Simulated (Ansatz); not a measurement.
## Phonons of GaN (F-43m) against volume

Aim: how the phonons of GaN (F-43m) shift with volume, and the thermal expansion that follows.

Main program and level: Ansatz 0.2.0; DFT LDA, scalar-relativistic, plane waves, PAW; PAW set soft_1.

**1. Starting point**

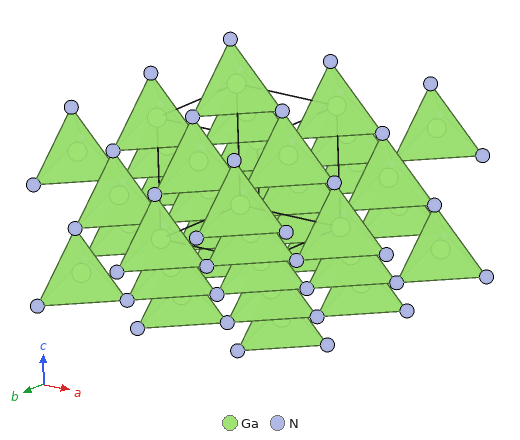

The cell as given, from a free direction (gallium green, nitrogen light blue). 2×2×1 cells are drawn. This picture shows the conventional cell, with its axes. Some periodic images of atoms are drawn too.

**2. Phonons on a q mesh**

The cell comes from relaxations at this level that are not shown. Stability and thermal properties need the whole zone. Linear response on a 4×4×4 q mesh gives force constants as far as a supercell of that size would, and the tensors from the zone-centre run are typed in so that the long-range dipole term is interpolated apart.

input.yaml reads:

```yaml
crystal:
  lattice:
    - [0.0, 2.2276025128, 2.2276025128]
    - [2.2276025128, 0.0, 2.2276025128]
    - [2.2276025128, 2.2276025128, 0.0]
  atoms:
    - { symbol: Ga, position: [0.0, 0.0, 0.0] }
    - { symbol: "N", position: [0.75, 0.75, 0.75] }
kpoints:
  mp_grid: { grid: [12, 12, 12] }
hamiltonian:
  xc: lda
  pseudopotentials: { kind: paw, azcp: { folder: soft_1 }, xc_functional: pbe }
scf:
  occupations: { method: fixed }
output:
  eigenvalues: true
phonons:
  method: dfpt
  qmesh: [4, 4, 4]
  temperatures: { t_max: 1000, t_step: 50 }
  qpath:
    path:
      - [[0.0, 0.0, 0.0], [-0.5, -0.5, 0.0], [-0.375, -0.375, 0.25]]
      - [[-0.375, 0.0, 0.375], [0.0, 0.0, 0.0], [0.0, 0.0, 0.5], [-0.5, -0.25, 0.25], [-0.5, -0.5, 0.0]]
    npoints: 10
  non_analytic_term:
    high_frequency_dielectric_tensor: [[5.7577, 0.0, 0.0], [0.0, 5.7577, 0.0], [0.0, 0.0, 5.7577]]
    born_effective_charges:
      - { species: Ga, tensor: [[2.6321, 0.0, 0.0], [0.0, 2.6321, 0.0], [0.0, 0.0, 2.6321]] }
      - { species: "N", tensor: [[-2.6321, 0.0, 0.0], [0.0, -2.6321, 0.0], [0.0, 0.0, -2.6321]] }
    source: "zone-centre run at this cell"
```

Launch:

```bash
> ansatz run input.yaml --threads 4 --pin off --max-ram 10240MiB --backend cpu --events-out ev --progress --plain --runs-dir out
```

Numbers of over 12 decimals in the logs are rounded to 6 here.

The program printed:

```text
Warning: phonons: the dynamical matrix that this run interpolates holds no multipole term above the dipole-dipole one, and a site of this crystal is no centre of inversion, so its interpolated transverse optical and acoustic branches and sound speeds can stay off near Gamma, and the density of states and the thermodynamics with them. What a run solves at a wave vector of phonons.qpoints, Gamma apart, where the deck admits one, is free of this, and under fd what a larger phonons.supercell samples
Engine: ansatz 0.2.0, x86_64-unknown-linux-gnu
Pseudopotentials: kind: paw
Pseudopotential: Ga, paw, valence charge 13, recommended cutoff 420 eV (normal), soft_1/Ga.paw.azcp
Pseudopotential: N, paw, valence charge 5, recommended cutoff 420 eV (normal), soft_1/N.paw.azcp
Functional definition: SPW92
  exchange = slater_x
  correlation = pw_c
Crystal: 2 atoms, lattice volume = 22.108 Å³
Basis set: ecut = 420 eV, 411 PW (Γ), exchange–correlation on 48×48×48 points (8 copies of the dense FFT grid, shifted against one another)
Bands: 13, of which v1, the nominal top of the filled ones, is band 9 counted from 1 (8 counted from 0)
Symmetry: 24 space group operations
k-points: 72 of 1728 (time reversal used)
Non-local potential: Ga, projectors of the file, l = 0: 2, l = 1: 2, l = 2: 3, l = 3: 1
Non-local potential: N, projectors of the file, l = 0: 2, l = 1: 2, l = 2: 1
PAW form: soft (Blöchl's): semilocal exchange-correlation on the pseudo side does not see the compensation charge
PAW frozen core: Ga, regenerated for the run's functional, and the local potential with it (the file was generated under x = pbe(κ = 0.804, μ = 0.219515), c = pbe(β = 0.066725))
PAW frozen core: N, regenerated for the run's functional, and the local potential with it (the file was generated under x = pbe(κ = 0.804, μ = 0.219515), c = pbe(β = 0.066725))
PAW one-centre angular grid: Ga, 590 points (default); XC on 64 Gauss nodes
PAW one-centre angular grid: N, 110 points (default); XC on 64 Gauss nodes
Initial density: superposition of atomic densities (chi_scale 0.1, normalization cell, long waves kept (reshape's long-wave potential 0.00 eV rms))
Initial wavefunctions: pseudopotential atomic-orbital guess
Functional: x = slater, c = lda
SCF iter   1: F=—  HF=-4082.731356 eV  |F-HF|=—  |Δ(HF+E_count)|=         —  Δρ=1.07e-1  dr2=2.22e0  ethr=3.10e-3  ⟨swp⟩=4.0  Hψ=4138  notcnv=0  defer=90
preconditioner: auto → none  [insulator: Δε(μ)=2.844 eV  Ē_g=19.318 eV  n_scr=8 (ndim 8)  ℏωp=33.5 eV  f_vac=0.000  ε∞_Penn≈4.0]
SCF iter   2: F=—  HF=-4082.215355 eV  |F-HF|=—  |Δ(HF+E_count)|=   5.16e-1  Δρ=5.88e-2  dr2=4.71e-1  ethr=3.10e-3  ⟨swp⟩=2.1  Hψ=2246  notcnv=0  defer=20
SCF iter   3: F=—  HF=-4082.098833 eV  |F-HF|=—  |Δ(HF+E_count)|=   1.17e-1  Δρ=1.90e-2  dr2=3.99e-2  ethr=2.62e-3  ⟨swp⟩=2.0  Hψ=1331  notcnv=0  defer=142
SCF iter   4: F=—  HF=-4082.090621 eV  |F-HF|=—  |Δ(HF+E_count)|=   8.21e-3  Δρ=7.72e-3  dr2=5.67e-3  ethr=2.22e-4  ⟨swp⟩=2.0  Hψ=1818  notcnv=0  defer=142
SCF iter   5: F=—  HF=-4082.087861 eV  |F-HF|=—  |Δ(HF+E_count)|=   2.76e-3  Δρ=8.66e-4  dr2=4.62e-5  ethr=3.15e-5  ⟨swp⟩=2.0  Hψ=1706  notcnv=0  defer=142
SCF iter   6: F=—  HF=-4082.087849 eV  |F-HF|=—  |Δ(HF+E_count)|=   1.26e-5  Δρ=1.30e-4  dr2=1.73e-6  ethr=2.56e-7  ⟨swp⟩=2.0  Hψ=1396  notcnv=0  defer=9
SCF iter   7: F=—  HF=-4082.087849 eV  |F-HF|=—  |Δ(HF+E_count)|=   3.19e-7  Δρ=1.20e-5  dr2=1.45e-8  ethr=9.58e-9  ⟨swp⟩=2.3  Hψ=1293  notcnv=0
SCF iter   8: F=—  HF=-4082.087849 eV  |F-HF|=—  |Δ(HF+E_count)|=   1.78e-9  Δρ=7.33e-7  dr2=7.14e-11  ethr=8.03e-11  ⟨swp⟩=2.0  Hψ=1308  notcnv=0
SCF iter   9: F=-4082.087849 eV  HF=-4082.087849 eV  |F-HF|=9.09e-13  |Δ(HF+E_count)|=  1.55e-11  Δρ=4.64e-8  dr2=1.84e-13  ethr=1.00e-12  ⟨swp⟩=6.1  Hψ=4873  notcnv=0
SCF 1 converged in 9 iterations: F = -4082.087849 eV  dr2 = 1.84e-13
  greatest PAW one-centre occupation: 0.996 electrons in one spin orbital (limit 2), on the Ga atom at site 0 (counted from 0), in its partial waves of l = 2
NSCF: frozen V_eff on 72 k-points
NSCF: frozen V_eff on 163 k-points
DFPT response loops at q = (0, 0, 0) (fractional): preconditioner auto → none (the input reference at scf.mixing.eps_inf says where Resta's filter doesn't serve); β = 0.50; Broyden in place of MSR1
NSCF: frozen V_eff on 1872 k-points
DFPT response loops at q = (0, 0, 0.25) (fractional): mixed as the last ones told, above
NSCF: frozen V_eff on 952 k-points
DFPT response loops at q = (0, 0, -0.5) (fractional): preconditioner auto → Resta (q_TF=auto, 2.636 Å⁻¹)  ε∞=5.5 (no band partly filled); β = 1.00, the filter's whole step (`scf.mixing.beta` (0.50) is not read by the response loops at its default; to damp them type it under 1.00, their step now; it binds the ground state too); Broyden in place of MSR1
NSCF: frozen V_eff on 1020 k-points
DFPT response loops at q = (0, 0.25, 0.25) (fractional): preconditioner auto → none (the input reference at scf.mixing.eps_inf says where Resta's filter doesn't serve); β = 0.50; Broyden in place of MSR1
NSCF: frozen V_eff on 3456 k-points
DFPT response loops at q = (0, 0.25, -0.5) (fractional): preconditioner auto → Resta (q_TF=auto, 2.636 Å⁻¹)  ε∞=5.5 (no band partly filled); β = 1.00, the filter's whole step (`scf.mixing.beta` (0.50) is not read by the response loops at its default; to damp them type it under 1.00, their step now; it binds the ground state too); Broyden in place of MSR1
NSCF: frozen V_eff on 1872 k-points
DFPT response loops at q = (0, 0.25, -0.25) (fractional): preconditioner auto → none (the input reference at scf.mixing.eps_inf says where Resta's filter doesn't serve); β = 0.50; Broyden in place of MSR1
NSCF: frozen V_eff on 560 k-points
DFPT response loops at q = (0, -0.5, -0.5) (fractional): preconditioner auto → Resta (q_TF=auto, 2.636 Å⁻¹)  ε∞=5.5 (no band partly filled); β = 1.00, the filter's whole step (`scf.mixing.beta` (0.50) is not read by the response loops at its default; to damp them type it under 1.00, their step now; it binds the ground state too); Broyden in place of MSR1
NSCF: frozen V_eff on 1020 k-points
DFPT response loops at q = (0.25, -0.5, -0.25) (fractional): preconditioner auto → none (the input reference at scf.mixing.eps_inf says where Resta's filter doesn't serve); β = 0.50; Broyden in place of MSR1
SCF converged after 9 iterations
Free energy (F): -4082.087849 eV
Harris-Foulkes:  -4082.087849 eV  (|F-HF|=9.09e-13)
Internal energy: -4082.087849 eV  (E = F + TS)
E sigma→0 (E₀):  -4082.087849 eV
Fermi energy:    9.805453 eV
--- Per-component energies (eV) ---
  E_band       = -4.801047
  E_kinetic    = 241.784214
  E_local      = -1390.187846  (includes V_loc(G=0)·N_el)
  E_nonlocal   = -51.791442
  E_hartree    = 883.351378
  E_xc         = -121.845963
  E_vxc        = -131.438444  (∫ρ·V_xc dr)
  E_paw        = -2039.316890  (= ΣΔE_a)
  E_vpaw       = -439.870910  (= ΣTr[D̂ρ^β])
  E_aug_tail   = 0.000639  (compensation charges beyond the density's cutoff)
  E_ewald      = -1605.890464
  E_core_change = 1.808525  (= ΣΔE_core)
  E_smearing   = -0.000000  (= −TS)
  E_closure    = 0.000000  (closes the sum)
  Σ components = -4082.087849   (vs F -4082.087849, Δ=0.00e0)
--- Band table (eV; the first three rows and the last of 72) ---
  k-point 0: bands = [... 5 lower, -3.4683, 9.8055, 9.8055, 9.8055, 11.7667, 20.1474, 20.1474, 20.1474]
  k-point 1: bands = [... 5 lower, -3.4695, 8.9955, 9.7253, 9.7253, 12.3903, 19.7771, 20.2706, 20.2706]
  k-point 2: bands = [... 5 lower, -3.4701, 7.5114, 9.5173, 9.5173, 13.3165, 19.0935, 20.5188, 20.5188]
  k-point 71: bands = [... 5 lower, -1.2721, 3.8936, 5.9120, 5.9422, 15.9946, 18.3826, 20.2309, 20.8609]
--- Phonons (Γ-DFPT): 2 representative perturbations + reference (Σ response iterations 6) ---
  ASR residual: 4.227e-5 → 0.000e0 eV/Å²; symmetrization residual: 9.842e-7 eV/Å²
  ASR residual per site (eV/Å²): 4.23e-5 1.04e-5
  Γ frequencies (cm⁻¹): 0.00 0.00 0.00 552.51 552.51 552.51
--- Phonons (arbitrary-q DFPT): 8 irreducible q on the 4×4×4 mesh ---
  q = [0.0000, 0.0000, 0.0000] (star 1, of the zone-centre solve; hermiticity 1.50e-7, symmetrization 1.99e-12): -0.00 -0.00 0.00 552.51 552.51 552.51
  q = [0.0000, 0.0000, 0.2500] (star 8, 2 solved perturbations on 936 of 1728 k-point pairs; hermiticity 1.28e-7, symmetrization 7.03e-13): 104.40 104.40 240.15 566.76 566.76 716.16
  q = [0.0000, 0.0000, -0.5000] (star 4, 2 solved perturbations on 476 of 1728 k-point pairs; hermiticity 1.24e-7, symmetrization 1.30e-12): 137.53 137.53 341.18 576.54 576.54 698.08
  q = [0.0000, 0.2500, 0.2500] (star 6, 4 solved perturbations in 1608 linear systems a pass and spin channel, the states on 510 of 1728 k-point pairs; hermiticity 1.53e-7, symmetrization 1.48e-13): 150.05 150.05 235.04 589.81 589.81 715.23
  q = [0.0000, 0.2500, -0.5000] (star 24, 4 solved perturbations in 5328 linear systems a pass and spin channel, the states on 1728 of 1728 k-point pairs; hermiticity 2.00e-7, symmetrization 1.50e-13): 173.52 215.52 309.20 598.80 629.58 691.40
  q = [0.0000, 0.2500, -0.2500] (star 12, 4 solved perturbations in 2892 linear systems a pass and spin channel, the states on 936 of 1728 k-point pairs; hermiticity 1.87e-7, symmetrization 1.27e-13): 148.42 215.42 284.81 579.64 630.76 696.31
  q = [0.0000, -0.5000, -0.5000] (star 3, 4 solved perturbations in 886 linear systems a pass and spin channel, the states on 280 of 1728 k-point pairs; hermiticity 1.75e-7, symmetrization 1.33e-13): 193.35 193.35 346.73 615.83 615.83 688.58
  q = [0.2500, -0.5000, -0.2500] (star 6, 4 solved perturbations in 1544 linear systems a pass and spin channel, the states on 510 of 1728 k-point pairs; hermiticity 1.78e-7, symmetrization 5.68e-13): 211.07 245.01 301.84 627.46 638.20 681.69
  sum rule: each row above includes the acoustic sum rule's correction from the zone centre's row sums; it moved no ω² by more than (0.45 cm⁻¹)²
  mesh force constants: q→R imaginary residual 4.32e-18; ASR residual 4.227e-5 → 0.000e0 eV/Å²; symmetrization residual 1.066e-14 eV/Å²
  interpolated dispersion: 63 rows × 6 modes
  density of states and harmonic sums: on the 24×24×24 q-mesh, interpolated from the force constants of a 4×4×4 supercell (with the dipole–dipole term of supplied tensors)
  largest difference from the sums on the solved wave vectors: F 8.66e-3 eV, S 1.27e-5 and C_V 3.97e-6 eV/K
  zero-point energy: 0.157479 eV/cell   skipped modes (ω ≤ 0): 3   left out of the sums: 3.62e-5 of the cell's modes: C_V's classical limit lies that fraction below 3 k_B per atom; for a crystal, a wire or a layer, F and S can be off by more, and a phonons.interpolated_qmesh denser along its periods is the remedy for the sampling
```

Wall time 1.9 min (4 threads of Intel Xeon Platinum 8488C (Sapphire Rapids), shared host); peak memory 1.6 GiB; 6.9 min of CPU time.

This step gave:

```
gap on the k-mesh                                          : 1.961 eV
volume per atom                                            : 11.05 Å³
sum-rule residual before enforcement                       : 4.23e-5 eV/Å²
lowest frequency on the path                               : 0 cm⁻¹
point group                                                : -43m
highest frequency on the path or at a solved wavevector    : 731.4 cm⁻¹
mean frequency                                             : 423.4 cm⁻¹
Debye temperature (second moment)                          : 886 K
logarithmic mean frequency                                 : 356.2 cm⁻¹
highest optical mode at the zone centre (no LO-TO term)    : 552.5 cm⁻¹
lowest optical zone-centre mode                            : 552.5 cm⁻¹
lowest mode on the q mesh (acoustic modes at Γ apart)      : 104.4 cm⁻¹
zero-point energy per atom                                 : 78.74 meV
heat capacity at 300 K                                     : 17.46 J/(mol atoms K)
vibrational entropy at 300 K                               : 16.08 J/(mol atoms K)
edges of the widest gap between branches, on path and mesh : 346.7, 552.5 cm⁻¹
```

Frequencies (cm⁻¹) solved at each irreducible wavevector; negative means imaginary. Frequencies by wavevector, by row:

| q in reciprocal lattice units | star | mode 1 | mode 2 | mode 3 | mode 4 | mode 5 | mode 6 |
| --- | --- | --- | --- | --- | --- | --- | --- |
| 0 0 0 | 1 | 0 | 0 | 0 | 552.5 | 552.5 | 552.5 |
| 0 0 0.25 | 8 | 104.4 | 104.4 | 240.2 | 566.8 | 566.8 | 716.2 |
| 0 0 -0.5 | 4 | 137.5 | 137.5 | 341.2 | 576.5 | 576.5 | 698.1 |
| 0 0.25 0.25 | 6 | 150.1 | 150.1 | 235 | 589.8 | 589.8 | 715.2 |
| 0 0.25 -0.5 | 24 | 173.5 | 215.5 | 309.2 | 598.8 | 629.6 | 691.4 |
| 0 0.25 -0.25 | 12 | 148.4 | 215.4 | 284.8 | 579.6 | 630.8 | 696.3 |
| 0 -0.5 -0.5 | 3 | 193.3 | 193.3 | 346.7 | 615.8 | 615.8 | 688.6 |
| 0.25 -0.5 -0.25 | 6 | 211.1 | 245 | 301.8 | 627.5 | 638.2 | 681.7 |

Symmetry leaves 8 wavevectors to solve. The lowest mode among them, the acoustic zeros apart, lies at q = (0, 0, 0.25) and is real, 104 cm⁻¹.

**3. Relaxing at another volume, volume ratio 0.97**

The volume is scaled by 0.97 and held; symmetry leaves nothing to relax, so this is a single point. The modes can then be followed against volume.

input.yaml, the sections that differ from step 2:

```yaml
crystal:
  lattice:
    - [0.0, 2.2050999388, 2.2050999388]
    - [2.2050999388, 0.0, 2.2050999388]
    - [2.2050999388, 2.2050999388, 0.0]
  atoms:
    - { symbol: Ga, position: [0.0, 0.0, 0.0] }
    - { symbol: "N", position: [0.75, 0.75, 0.75] }
output:
  forces: true
  stress: true
  eigenvalues: true
  write_density: true
  write_potential: true
  elf: true
  volumetric_format: npy
# kpoints, hamiltonian, scf: as in step 2
# phonons: removed
```

The program printed:

```text
[...]
Crystal: 2 atoms, lattice volume = 21.444 Å³
Basis set: ecut = 420 eV, 411 PW (Γ)
Bands: 13, of which v1, the nominal top of the filled ones, is band 9 counted from 1 (8 counted from 0)
Symmetry: 24 space group operations
[...]
k-points: 72 of 1728 (time reversal used)
[...]
--- Band table (eV; the first three rows and the last of 72) ---
  k-point 0: bands = [... 5 lower, -2.9922, 10.2933, 10.2933, 10.2933, 12.4532, 20.8276, 20.8276, 20.8276]
  k-point 1: bands = [... 5 lower, -2.9936, 9.4942, 10.2103, 10.2103, 13.0576, 20.4568, 20.9555, 20.9555]
  k-point 2: bands = [... 5 lower, -2.9944, 7.9865, 9.9942, 9.9942, 13.9844, 19.7681, 21.2106, 21.2106]
  k-point 71: bands = [... 5 lower, -0.7665, 4.2594, 6.2605, 6.2696, 16.5426, 19.1853, 20.9607, 21.4748]
[key lines of the parts left out:]
SCF converged after 7 iterations
Free energy (F): -4082.074599 eV
Fermi energy:    10.293265 eV
P = ⅓ Tr σ = 6.5820 GPa (65.820 kbar)
```

Wall time 0.77 s (4 threads); peak memory 0.44 GiB.

This step gave:

* pressure: 6.582 GPa
* gap on the k-mesh: 2.160 eV
* volume per atom: 10.72 Å³
* direct gap on mesh: 2.160 eV

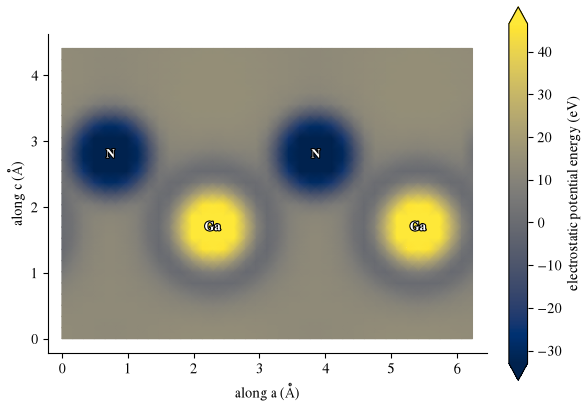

Electrostatic potential energy in the ac plane of a cell with a along [110], b along [-110] and c along [001] of the cube at fractional y = 0.000, with atoms of Ga and N within 0.2 Å of it. With pseudopotentials it is smooth inside the atoms' cores, unlike the true potential. The map starts off the cell's origin, so that atoms lie inside it.

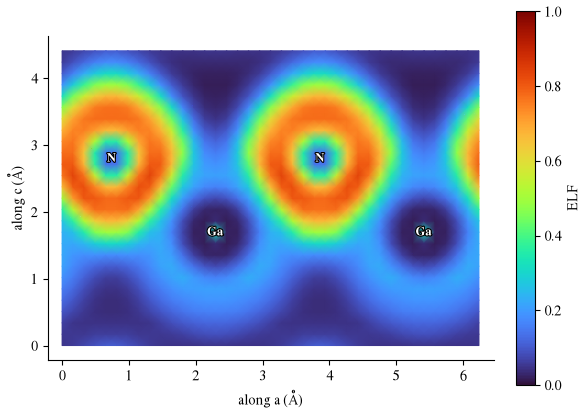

ELF in the ac plane of a cell with a along [110], b along [-110] and c along [001] of the cube at fractional y = 0.000, with atoms of Ga and N within 0.2 Å of it. It is the smooth field of the valence electrons, not physical close to the nuclei. The map starts off the cell's origin, so that atoms lie inside it.

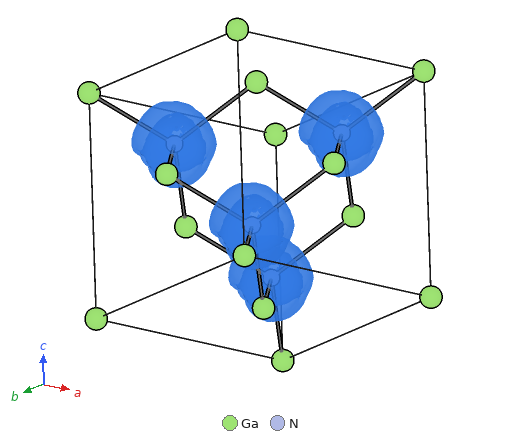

Surface of ELF = 0.76. Bonds to atoms that aren't drawn are left out.

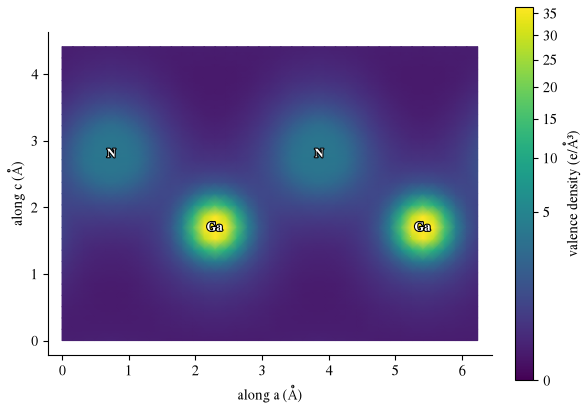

Valence density in the ac plane of a cell with a along [110], b along [-110] and c along [001] of the cube at fractional y = 0.000, with atoms of Ga and N within 0.2 Å of it. It is the smooth field of the valence electrons, not physical close to the nuclei. The map starts off the cell's origin, so that atoms lie inside it. The colour scale is stretched toward low values.

[end of part 1 of 2]

[Logs are printed without paths, hosts, clocks, repeated set-up lines and the standing remarks that a program may print on its own settings, such as how far it seeks lower states.]

[Hosts, paths, dates, database ids (printed as entryN), source tags and the programs' standing remarks are cut or masked in the printed files.]
